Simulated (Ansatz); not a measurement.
**Geometry relaxation of Bi₂Te₃ (part 2 of 2)**

The same run, continued: Bi₂Te₃ (R-3m, 5 atoms in the cell); DFT PBE, scalar-relativistic, plane waves, PAW, no spin polarisation (Ansatz 0.2.0); cutoff 420 eV, 8×8×8 k-mesh, Gaussian smearing of 0.05 eV. It belongs to a series of runs on one base structure; here: volume × 0.960.

Geometry of the input (Å; fractional positions):
```
2.1998  1.2701  10.4569
-2.1998  1.2701  10.4569
0.0000  -2.5402  10.4569
Bi 0.3983  0.3983  0.3983
Bi 0.6017  0.6017  0.6017
Te 0.0000  0.0000  0.0000
Te 0.2138  0.2138  0.2138
Te 0.7862  0.7862  0.7862
```

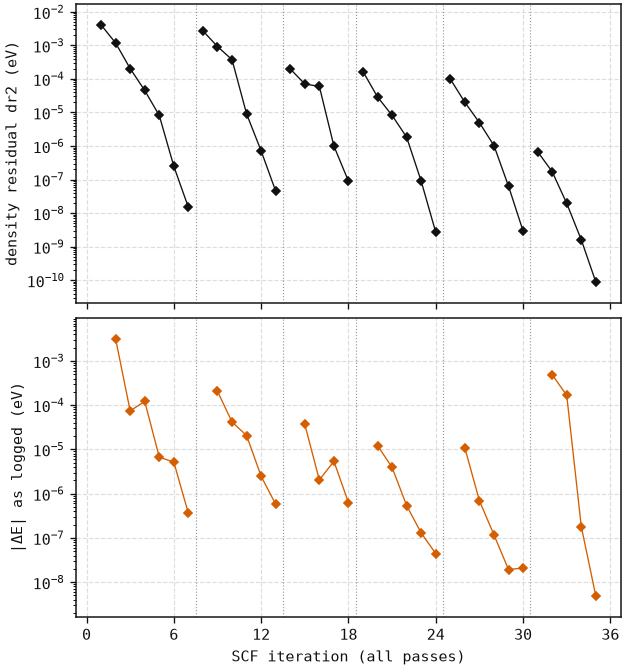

**Figure 1.** Convergence of the self-consistent field: density residual dr2 and size of the energy change against the SCF iteration. The dotted lines part the SCF passes of the relaxation: geometry steps, rejected trials and re-solves on a re-selected basis. The 6 passes take 5 to 7 iterations each, 35 in all.

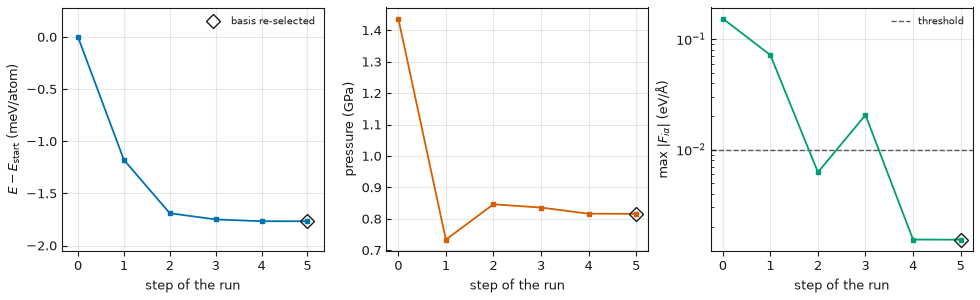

**Figure 2.** Progress of the relaxation, step by step (the first geometry is step 0 here and step 1 in the log).

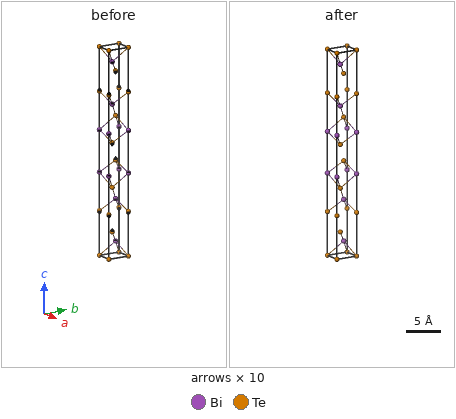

**Figure 3.** Before (left) and after (right) the relaxation, at one scale (ball-and-stick view of the cell 3 times as large as that of the calculation, set on its symmetry axes, seen slightly off an axis). The black arrows give the displacements (without the part carried along by the change of the cell), magnified 10 times. The energy falls by 1.8 meV per atom in 4 geometry steps. Largest force component: 0.15 eV/Å at the start, 0.0015 eV/Å at the end. The pressure goes from 1.44 to 0.82 GPa. The largest moves relative to the cell, 0.061 Å, are those of Te4 and Te5. By element the largest moves are Te 0.061 Å, Bi 0.029 Å. The drawn cell changes at constant volume: a = b 4.400 → 4.427 Å (+0.6 %), c 31.371 → 30.979 Å (−1.2 %). Among the contacts that change: Bi1–Te5 3.064 → 3.084 Å, Bi1–Te3 3.256 → 3.271 Å. The space group stays R-3m (No. 166). A last SCF at the same geometry on a re-selected plane-wave basis shifts the energy by next to nothing (0.0 meV per atom). (Atoms are counted from 1 in the order of the input.)

```
basis re-selected at this cell: Δ(F+E_penalty+E_count) = -2.284e-6 eV, ΔP = -0.000 GPa vs the last step (what re-selecting the basis moved, of the pressure what is left beyond the Pulay correction that the steps carried, after the strain that the cell walked since its last selection, with what the two solves' SCF thresholds leave and, on support functions, any second-order correction that the steps lacked; it is no measure of the basis error at this ecutwfc). This SCF's stress stands 8.29e-4 GPa from its target on what of the cell is left free (relax.cell.stress_tol is 1.00e-1 GPa) and its largest allowed force component is 1.53e-3 eV/Å (relax.f_tol is 1.00e-2 eV/Å): within both
SCF converged after 5 iterations
Free energy (F): -45734.160122 eV
Harris-Foulkes:  -45734.160122 eV  (|F-HF|=1.53e-10)
Internal energy: -45734.160122 eV  (E = F + TS)
E sigma→0 (E₀):  -45734.160122 eV
Fermi energy:    8.874146 eV
--- Per-component energies (eV) ---
  E_band       = -1027.050612
  E_kinetic    = 1142.813492
  E_local      = -7078.902462  (includes V_loc(G=0)·N_el)
  E_nonlocal   = 191.561777
  E_hartree    = 3514.933548
  E_xc         = -675.719328
  E_vxc        = -600.840958  (∫ρ·V_xc dr)
  E_paw        = -35312.488459  (= ΣΔE_a)
  E_vpaw       = -1711.548654  (= ΣTr[D̂ρ^β])
  E_aug_tail   = -0.001400  (compensation charges beyond the density's cutoff)
  E_ewald      = -7516.357290
  E_smearing   = -0.000000  (= −TS)
  E_closure    = 0.000000  (closes the sum)
  Σ components = -45734.160122   (vs F -45734.160122, Δ=0.00e0)
--- Forces (eV/Å), atoms counted from 1 ---
  atom   1  Bi     0.00000000    -0.00000000     0.00153107
  atom   2  Bi    -0.00000000     0.00000000    -0.00153107
  atom   3  Te    -0.00000000     0.00000000     0.00000000
  atom   4  Te     0.00000000     0.00000000    -0.00009947
  atom   5  Te    -0.00000000    -0.00000000     0.00009947
  max |Σ_I F_I| component: 2.03e-19 eV/Å
--- Stress (GPa, compression-positive) ---
        0.816338       0.000000       0.000000
        0.000000       0.816338       0.000000
        0.000000       0.000000       0.815094
  P = ⅓ Tr σ = 0.8159 GPa (8.159 kbar)
--- Band table (eV; the first three rows and the last of 65) ---
  k-point 0: bands = ["-27.8415", "-27.8415", "-27.8398", "-27.8398", "-27.8351", "-27.8351", "-27.8332", "-27.8332", "-27.8324", "-27.8316", "-27.6872", "-27.6808", "-27.6808", "-27.6519", "-27.6519", "-14.4082", "-14.4082", "-14.4067", "-14.4067", "-14.4014", "-14.4002", "-14.3974", "-14.3974", "-14.3962", "-14.3962", "-4.3737", "-3.7300", "-2.4084", "-0.1321", "0.4133", "6.5814", "6.7698", "7.0764", "7.0764", "7.1507", "7.1507", "7.9188", "7.9188", "8.7048", "9.0435", "9.5142", "9.5142", "10.6619", "10.8532", "10.8532", "13.7177", "14.3414"]
  k-point 1: bands = ["-27.8414", "-27.8414", "-27.8398", "-27.8396", "-27.8353", "-27.8352", "-27.8334", "-27.8332", "-27.8322", "-27.8315", "-27.6871", "-27.6808", "-27.6808", "-27.6519", "-27.6518", "-14.4094", "-14.4077", "-14.4068", "-14.4053", "-14.4004", "-14.3994", "-14.3981", "-14.3974", "-14.3968", "-14.3959", "-4.2413", "-3.6158", "-2.3216", "-0.2401", "0.2743", "5.8958", "5.9927", "6.6051", "6.7486", "7.2092", "7.5092", "7.7435", "7.8926", "8.0246", "9.8486", "10.0517", "10.1658", "10.5750", "10.8087", "11.1693", "13.3705", "13.8518"]
  k-point 2: bands = ["-27.8412", "-27.8411", "-27.8398", "-27.8391", "-27.8355", "-27.8355", "-27.8338", "-27.8330", "-27.8319", "-27.8312", "-27.6869", "-27.6810", "-27.6808", "-27.6519", "-27.6514", "-14.4126", "-14.4107", "-14.4043", "-14.4026", "-14.4008", "-14.3989", "-14.3972", "-14.3961", "-14.3956", "-14.3948", "-3.8528", "-3.2958", "-2.0906", "-0.6424", "-0.1066", "4.9539", "5.3786", "5.7586", "6.1224", "6.6265", "6.8779", "7.8428", "7.8850", "8.1692", "9.7825", "10.2402", "10.2903", "11.2292", "11.3136", "12.4569", "12.6702", "14.2502"]
  k-point 64: bands = ["-27.8415", "-27.8415", "-27.8398", "-27.8398", "-27.8351", "-27.8351", "-27.8332", "-27.8332", "-27.8324", "-27.8316", "-27.6872", "-27.6808", "-27.6808", "-27.6519", "-27.6519", "-14.4082", "-14.4082", "-14.4067", "-14.4067", "-14.4013", "-14.4003", "-14.3974", "-14.3974", "-14.3961", "-14.3961", "-4.2657", "-3.9549", "-2.0470", "-0.7973", "0.8928", "6.1475", "6.9890", "6.9890", "7.2268", "7.3612", "7.3612", "7.7072", "7.7072", "8.3490", "9.4794", "9.8923", "9.8923", "10.4606", "10.4833", "10.4833", "13.6395", "14.4287"]
--- Relaxed structure (5 steps of the walk, 5 accepted, 1 SCFs on fresh bases) ---
  F+E_penalty+E_count = -45734.16012226 eV   max|allowed force component| = 1.531e-3 eV/Å   (the final SCF, on the basis selected at the relaxed cell)
  cell:  # Å, volume = 175.2970 Å³
    - [2.213694471452143, 1.278077098980022, 10.32638945330241]
    - [-2.213694471452143, 1.278077098980022, 10.32638945330241]
    - [7.264920510994325e-34, -2.55615419800942, 10.326389453296297]
  atoms:
    - { symbol: Bi, position: [0.39921061270539404, 0.39921061270539404, 0.3992106127053942] }
    - { symbol: Bi, position: [0.6007893872946061, 0.6007893872946061, 0.6007893872946062] }
    - { symbol: Te, position: [-3.041369349058944e-20, -3.0413693490589434e-20, -3.0413693490146085e-20] }
    - { symbol: Te, position: [0.21178388540700618, 0.21178388540700618, 0.2117838854070062] }
    - { symbol: Te, position: [0.7882161145929939, 0.7882161145929939, 0.7882161145929942] }
```

Trajectory as extended XYZ (Å, eV, eV/Å), 6 frames, from step=1 to step=6
```
5
Lattice="2.1998 1.2701 10.4569 -2.1998 1.2701 10.4569 0.0000 -2.5402 10.4569" Properties=species:S:1:pos:R:3:forces:R:3 step=1 energy=-45734.15129 pressure_GPa=1.44
Bi    0.0000    0.0000   12.4944    0.0000   0.0000  -0.0534
Bi    0.0000    0.0000   18.8762    0.0000   0.0000   0.0534
Te    0.0000    0.0000    0.0000    0.0000   0.0000   0.0000
Te    0.0000    0.0000    6.7055    0.0000   0.0000  -0.1540
Te    0.0000    0.0000   24.6651    0.0000   0.0000   0.1540
5
Lattice="2.2029 1.2719 10.4276 -2.2029 1.2719 10.4276 0.0000 -2.5437 10.4276" Properties=species:S:1:pos:R:3:forces:R:3 step=2 energy=-45734.15718 pressure_GPa=0.73
Bi    0.0000    0.0000   12.4864    0.0000   0.0000   0.0384
Bi    0.0000    0.0000   18.7963    0.0000   0.0000  -0.0384
Te    0.0000    0.0000    0.0000    0.0000   0.0000   0.0000
Te    0.0000    0.0000    6.6207    0.0000   0.0000   0.0719
Te    0.0000    0.0000   24.6621    0.0000   0.0000  -0.0719
5
Lattice="2.2089 1.2753 10.3712 -2.2089 1.2753 10.3712 0.0000 -2.5506 10.3712" Properties=species:S:1:pos:R:3:forces:R:3 step=3 energy=-45734.15974 pressure_GPa=0.85
Bi    0.0000    0.0000   12.4182    0.0000   0.0000   0.0036
Bi    0.0000    0.0000   18.6954    0.0000   0.0000  -0.0036
Te    0.0000    0.0000    0.0000    0.0000   0.0000   0.0000
Te    0.0000    0.0000    6.5935    0.0000   0.0000   0.0063
Te    0.0000    0.0000   24.5201    0.0000   0.0000  -0.0063
5
Lattice="2.2129 1.2776 10.3337 -2.2129 1.2776 10.3337 0.0000 -2.5552 10.3337" Properties=species:S:1:pos:R:3:forces:R:3 step=4 energy=-45734.16004 pressure_GPa=0.84
Bi    0.0000    0.0000   12.3717    0.0000   0.0000   0.0206
Bi    0.0000    0.0000   18.6294    0.0000   0.0000  -0.0206
Te    0.0000    0.0000    0.0000    0.0000   0.0000   0.0000
Te    0.0000    0.0000    6.5689    0.0000   0.0000   0.0040
Te    0.0000    0.0000   24.4322    0.0000   0.0000  -0.0040
5
Lattice="2.2137 1.2781 10.3264 -2.2137 1.2781 10.3264 0.0000 -2.5562 10.3264" Properties=species:S:1:pos:R:3:forces:R:3 step=5 energy=-45734.16012 pressure_GPa=0.82
Bi    0.0000    0.0000   12.3672    0.0000   0.0000   0.0015
Bi    0.0000    0.0000   18.6120    0.0000   0.0000  -0.0015
Te    0.0000    0.0000    0.0000    0.0000   0.0000   0.0000
Te    0.0000    0.0000    6.5609    0.0000   0.0000  -0.0001
Te    0.0000    0.0000   24.4183    0.0000   0.0000   0.0001
5
Lattice="2.2137 1.2781 10.3264 -2.2137 1.2781 10.3264 0.0000 -2.5562 10.3264" Properties=species:S:1:pos:R:3:forces:R:3 step=6 energy=-45734.16012 pressure_GPa=0.82
Bi    0.0000    0.0000   12.3672    0.0000   0.0000   0.0015
Bi    0.0000    0.0000   18.6120    0.0000   0.0000  -0.0015
Te    0.0000    0.0000    0.0000    0.0000   0.0000   0.0000
Te    0.0000    0.0000    6.5609    0.0000   0.0000  -0.0001
Te    0.0000    0.0000   24.4183    0.0000   0.0000   0.0001
```
